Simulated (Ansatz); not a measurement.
CdS: single-point calculation

The run: single-point calculation of CdS (F-43m, 2 atoms in the cell). Method and program: DFT, PBEsol, plane waves, PAW, no spin polarisation (Ansatz 0.2.0).

The structure derives from an entry of the Crystallography Open Database. The geometry comes from this level: r2SCAN. It belongs to a series of runs on one base structure; here: basis.ecutrho_ratio = 8.

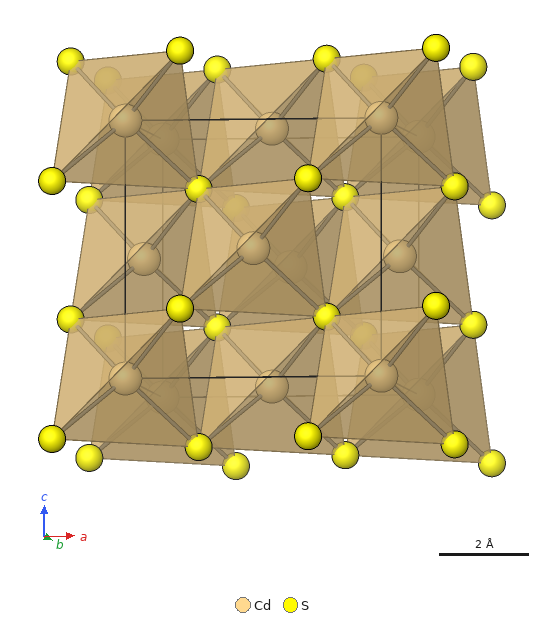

*The structure as given in the input (polyhedral view of the cell 4 times as large as that of the calculation, set on its symmetry axes, seen at an oblique angle; polyhedra are completed across the faces of the cell). An atom can appear more than once, as a periodic image.*

## The input
```yaml
crystal:
  lattice:
    - [0.0, 2.9392138883, 2.9392138883]
    - [2.9392138883, 0.0, 2.9392138883]
    - [2.9392138883, 2.9392138883, 0.0]
  atoms:
    - { symbol: Cd, position: [0.0, 0.0, 0.0] }
    - { symbol: S, position: [0.25, 0.25, 0.25] }
kpoints:
  mp_grid: { grid: [6, 6, 6] }
hamiltonian:
  xc: pbesol
scf:
  occupations: { method: fixed }
  n_extra_bands: 4
  max_iter: 67
output:
  forces: true
  stress: true
  eigenvalues: true
basis:
  ecutrho_ratio: 8
```

Run on 4 threads of Arm Neoverse V1, 112 GiB of memory available, shared host.

Run as:
```bash
ansatz run input.yaml --threads 4 --pin off --max-ram 3686MiB --backend cpu --events-out ev --progress --plain --runs-dir out
```

## What the program printed
```
scf.n_extra_bands = 4 over 13 filled bands (N_el = 26.0): the run solves 17 bands
Engine: ansatz 0.2.0, aarch64-unknown-linux-gnu
Pseudopotentials: kind: paw
Pseudopotential: Cd, paw, valence charge 20, recommended cutoff 420 eV (normal), Cd.paw.azcp
Pseudopotential: S, paw, valence charge 6, recommended cutoff 420 eV (normal), S.paw.azcp
Functional definition: PBEsol
  exchange = pbesol_x
  correlation = pbesol_c
Crystal: 2 atoms, lattice volume = 50.784 Å³
Basis set: ecut = 420 eV, 965 PW (Γ), exchange–correlation on 80×80×80 points (8 copies of the dense FFT grid, shifted against one another)
Bands: 17, of which v1, the nominal top of the filled ones, is band 13 counted from 1 (12 counted from 0)
Symmetry: 24 space group operations
Space group: F-43m (ITA 216), of the structure as read, at distance tolerance 3.7e-5 Å
k-points: 16 of 216 (time reversal used)
Non-local potential: Cd, projectors of the file, l = 0: 3, l = 1: 2, l = 2: 2, l = 3: 1
Non-local potential: S, projectors of the file, l = 0: 2, l = 1: 2, l = 2: 2
PAW form: soft (Blöchl's): semilocal exchange-correlation on the pseudo side does not see the compensation charge
PAW frozen core: Cd, regenerated for the run's functional, and the local potential with it (the file was generated under x = pbe(κ = 0.804, μ = 0.2195149727645171), c = pbe(β = 0.06672455060314922))
PAW frozen core: S, regenerated for the run's functional, and the local potential with it (the file was generated under x = pbe(κ = 0.804, μ = 0.2195149727645171), c = pbe(β = 0.06672455060314922))
PAW one-centre angular grid: Cd, 590 points (default); XC on 64 Gauss nodes
PAW one-centre angular grid: S, 110 points (default); XC on 64 Gauss nodes
Initial density: superposition of atomic densities (neutral atoms: chi_scale 0, normalization atom), corrected by the library's trained network
Initial wavefunctions: pseudopotential atomic-orbital guess
Functional: x = pbesol(κ = 0.804, μ = 0.12345679012345678), c = pbesol(β = 0.046)
SCF iter   1: F=—  HF=-9070.218860 eV  |F-HF|=—  |Δ(HF+E_count)|=         —  Δρ=5.20e-3  dr2=1.88e-2  ethr=1.77e-3  ⟨swp⟩=4.8  Hψ=1165  notcnv=0  defer=29
preconditioner: auto → none  [insulator: Δε(μ)=0.885 eV  Ē_g=12.127 eV  n_scr=14 (ndim 8)  ℏωp=22.1 eV  f_vac=0.139  ε∞_Penn≈4.3]
SCF iter   2: F=—  HF=-9070.213501 eV  |F-HF|=—  |Δ(HF+E_count)|=   5.36e-3  Δρ=1.08e-3  dr2=3.66e-4  ethr=7.22e-5  ⟨swp⟩=2.6  Hψ=579  notcnv=0  defer=29
SCF iter   3: F=—  HF=-9070.213463 eV  |F-HF|=—  |Δ(HF+E_count)|=   3.78e-5  Δρ=4.90e-4  dr2=6.32e-5  ethr=1.41e-6  ⟨swp⟩=2.0  Hψ=451  notcnv=0  defer=29
SCF iter   4: F=—  HF=-9070.213454 eV  |F-HF|=—  |Δ(HF+E_count)|=   9.80e-6  Δρ=2.30e-4  dr2=2.25e-5  ethr=2.43e-7  ⟨swp⟩=2.1  Hψ=400  notcnv=0  defer=1
SCF iter   5: F=—  HF=-9070.213450 eV  |F-HF|=—  |Δ(HF+E_count)|=   3.75e-6  Δρ=1.85e-5  dr2=1.29e-7  ethr=8.66e-8  ⟨swp⟩=2.2  Hψ=430  notcnv=0  defer=1
SCF iter   6: F=-9070.213450 eV  HF=-9070.213450 eV  |F-HF|=8.07e-9  |Δ(HF+E_count)|=   1.35e-7  Δρ=4.85e-6  dr2=6.88e-9  ethr=3.85e-10  ⟨swp⟩=6.2  Hψ=1295  notcnv=0
SCF 1 converged in 6 iterations: F = -9070.213450 eV  dr2 = 6.88e-9
  greatest PAW one-centre occupation: 1.000 electrons in one spin orbital (limit 2), on the Cd atom at site 0 (counted from 0), in its partial waves of l = 0
```

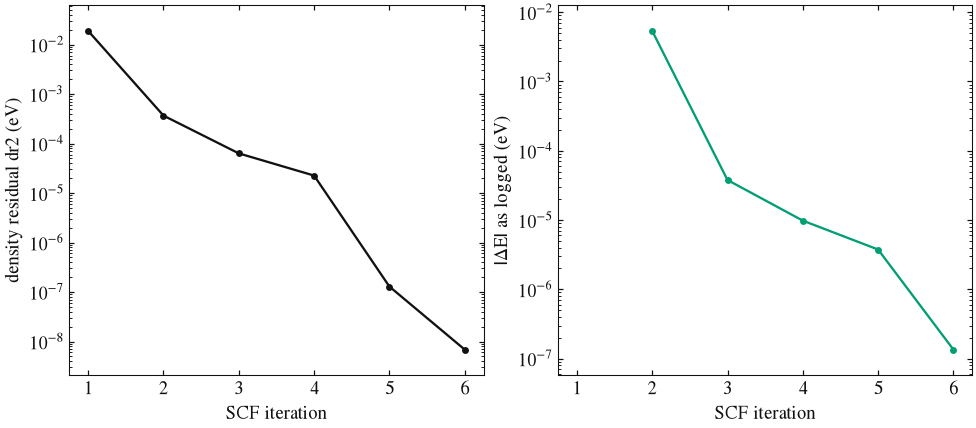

*Convergence of the self-consistent field: density residual dr2 and size of the energy change against the SCF iteration.*

The residual falls at every step.

```
SCF converged after 6 iterations
Free energy (F): -9070.213450 eV
Harris-Foulkes:  -9070.213450 eV  (|F-HF|=8.07e-9)
Internal energy: -9070.213450 eV  (E = F + TS)
E sigma→0 (E₀):  -9070.213450 eV
Fermi energy:    6.481569 eV
--- Per-component energies (eV) ---
  E_band       = -515.808797
  E_kinetic    = 610.649309
  E_local      = -4047.450486  (includes V_loc(G=0)·N_el)
  E_nonlocal   = 65.453488
  E_hartree    = 1854.009764
  E_xc         = -270.897382
  E_vxc        = -307.504203  (∫ρ·V_xc dr)
  E_paw        = -4598.304521  (= ΣΔE_a)
  E_vpaw       = -544.981318  (= ΣTr[D̂ρ^β])
  E_aug_tail   = 0.000001  (compensation charges beyond the density's cutoff)
  E_ewald      = -2684.077532
  E_core_change = 0.403909  (= ΣΔE_core)
  E_smearing   = -0.000000  (= −TS)
  E_closure    = 0.000000  (closes the sum)
  Σ components = -9070.213450   (vs F -9070.213450, Δ=0.00e0)
--- Forces (eV/Å), atoms counted from 1 ---
  atom   1  Cd     0.00000000    -0.00000000     0.00000000
  atom   2  S     -0.00000000     0.00000000    -0.00000000
  max |Σ_I F_I| component: 9.25e-17 eV/Å
--- Stress (GPa, compression-positive) ---
       -1.590680      -0.000000      -0.000000
        0.000000      -1.590680       0.000000
       -0.000000       0.000000      -1.590680
  P = ⅓ Tr σ = -1.5907 GPa (-15.907 kbar)
--- Band table (eV; the first three rows and the last of 16) ---
  k-point 0: bands = ["-94.6719", "-55.7736", "-55.7736", "-55.7736", "-5.7557", "-1.1613", "-1.1613", "-1.1613", "-0.7047", "-0.7047", "6.4816", "6.4816", "6.4816", "7.4358", "12.9055", "12.9055", "12.9055"]
  k-point 1: bands = ["-94.6719", "-55.7737", "-55.7736", "-55.7736", "-5.6517", "-1.1254", "-1.1254", "-1.0655", "-0.7055", "-0.7055", "4.9587", "6.2823", "6.2823", "8.6261", "12.5362", "13.2151", "13.2151"]
  k-point 2: bands = ["-94.6719", "-55.7740", "-55.7737", "-55.7737", "-5.4421", "-1.0668", "-1.0668", "-0.7109", "-0.6892", "-0.6892", "3.1105", "5.9200", "5.9200", "9.2938", "13.0103", "13.4410", "13.4410"]
  k-point 15: bands = ["-94.6719", "-55.7741", "-55.7739", "-55.7738", "-5.2098", "-0.9427", "-0.9031", "-0.7795", "-0.6649", "-0.1475", "2.6171", "4.3612", "4.4148", "11.0768", "11.4329", "14.4716", "14.6620"]
```

## Results in brief

```json
{"quantity": "outcome", "value": "converged"}
{"quantity": "space group (tolerance 0.01 Å)", "value": "F-43m (216)"}
{"quantity": "electrons treated", "value": "26"}
{"quantity": "free energy", "value": "−9070.2134 eV"}
{"quantity": "Fermi energy", "value": "6.482 eV"}
{"quantity": "gap on the k-point mesh", "value": "0.95 eV"}
{"quantity": "pressure", "value": "−1.59 GPa"}
{"quantity": "largest force (length of the vector)", "value": "under 0.001 eV/Å"}
{"quantity": "wall time", "value": "0.65 s (CPU time 1.9 s)"}
{"quantity": "peak memory", "value": "0.34 GiB"}
```

## Notes

Settings chosen away from the usual ones: basis.ecutrho_ratio = 8.
